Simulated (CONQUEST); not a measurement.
**Energy of Sc along an even scaling of the cell**

System: Sc (P6₃/mmc, 4 atoms in the cell).
Method: Kohn-Sham DFT of a periodic cell, PBE, PseudoDojo NC PBE, no spin polarisation (CONQUEST 1.3).

The 7 runs differ only in the geometry, by an even scaling of the cell at fixed fractional positions. The structure derives from an entry of the Crystallography Open Database.

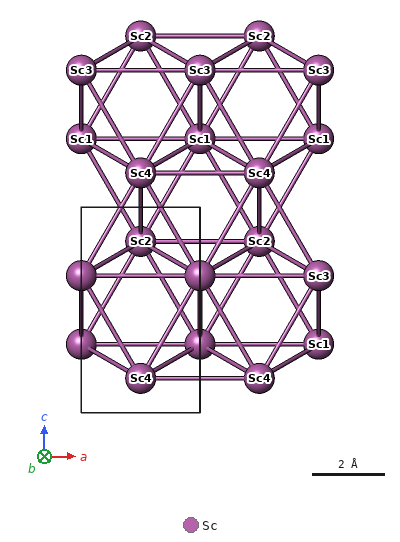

Figure 1. The structure of run 4 (ball-and-stick view of the cell of the calculation, repeated 2 × 1 × 2, along the b axis; atoms are numbered from 1 in the order of the input).

**Input of run 4**
```
IO.Title Sc
IO.Coordinates coords.dat
IO.FractionalAtomicCoords T
IO.Iprint 2
IO.Iprint_init 1
General.NumberOfSpecies 1
General.PseudopotentialType hamann
AtomMove.TypeOfRun static
AtomMove.FullStress T
Grid.PointsAlongX 36
Grid.PointsAlongY 60
Grid.PointsAlongZ 60
DM.SolutionMethod diagon
Diag.MPMesh T
Diag.GammaCentred T
Diag.MPMeshX 7
Diag.MPMeshY 4
Diag.MPMeshZ 4
Diag.kT 0.00183747
minE.SCTolerance 1e-6
SC.MaxIters 100
IO.AtomChargeOutput T
%block ChemicalSpeciesLabel
1 44.960 Sc
%endblock
```

Command:
```bash
Conquest
```

Lattice vectors (Å) and fractional positions of run 4:
```
   3.309000    0.000000    0.000000
   0.000000    5.273300    0.000000
   0.000000    0.000000    5.731356
Sc  0.000000  0.750000  0.333333
Sc  0.500000  0.750000  0.833333
Sc  0.000000  0.250000  0.666667
Sc  0.500000  0.250000  0.166667
```

Run 2 has the same physical settings and fractional positions; its lattice vectors (Å) are:
```
   3.264278    0.000000    0.000000
   0.000000    5.202030    0.000000
   0.000000    0.000000    5.653896
```

**Results, with one run withheld**

```tsv
run	volume per atom (Å³)	free energy per atom, from the lowest run given (meV)	pressure (GPa)
1	23.502	13.11	3.46
2	24.002	?	?
3	24.502	0.49	0.75
4	25.002	0.00	−0.42
5	25.502	3.05	−1.53
6	26.002	9.34	−2.46
7	26.502	18.39	−3.33
```

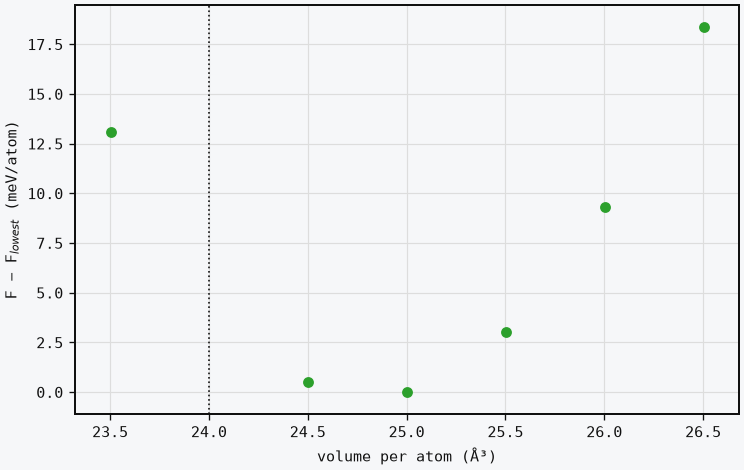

Figure 2. Free energy per atom of the runs given; the dotted line marks run 2.

Estimate the energy of run 2 from the others.

A cubic polynomial in V^(−2/3) (the Birch–Murnaghan form), fitted to the 6 runs given, misses them by at most 0.05 meV per atom. With x = V^(−2/3) − 0.11654 Å⁻², it reads F = 0.5159 − 1472.5 x + 7.2535e+05 x² − 1.4353e+06 x³ (meV per atom). At run 2 it gives 4.70 meV per atom, and the run itself gives 4.68. The slope of the fit gives a pressure −dF/dV of 2.01 GPa there, and the run prints 1.99 GPa. The fit has its minimum at 24.810 Å³ per atom, where V d²F/dV² gives 57.2 GPa. Cell shape and fractional positions are held, so this is the stiffness under even scaling; the relaxed bulk modulus wasn't computed.

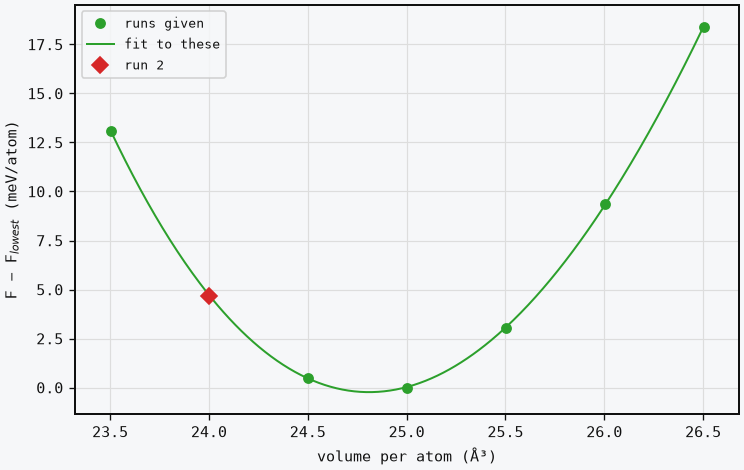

Figure 3. The fit and the withheld run.

**Some lines of the output (run 2)**
```
[...]
      Using Fermi-Dirac smearing
          Free Energy (E-TS)               :      -193.557411178147646 Ha
          DFT Total Energy                 :      -193.531348855655551 Ha
          Free Energy (E-TS)               :      -193.545248926758944 Ha
          DFT Total Energy                 :      -193.543288332883918 Ha
          Free Energy (E-TS)               :      -193.545322171872158 Ha
          DFT Total Energy                 :      -193.543305399396161 Ha
          Free Energy (E-TS)               :      -193.545349251467513 Ha
          DFT Total Energy                 :      -193.543307287438097 Ha
          Free Energy (E-TS)               :      -193.545349176201938 Ha
          DFT Total Energy                 :      -193.543307861022555 Ha
      | Free Energy as E-TS      =      -193.545349176201938 Ha
      |* DFT total energy        =      -193.543307861022555 Ha
    force: Average pressure:      1.98764782 GPa
```

Notes: With a small basis of atomic orbitals these values can differ much from converged plane-wave results.
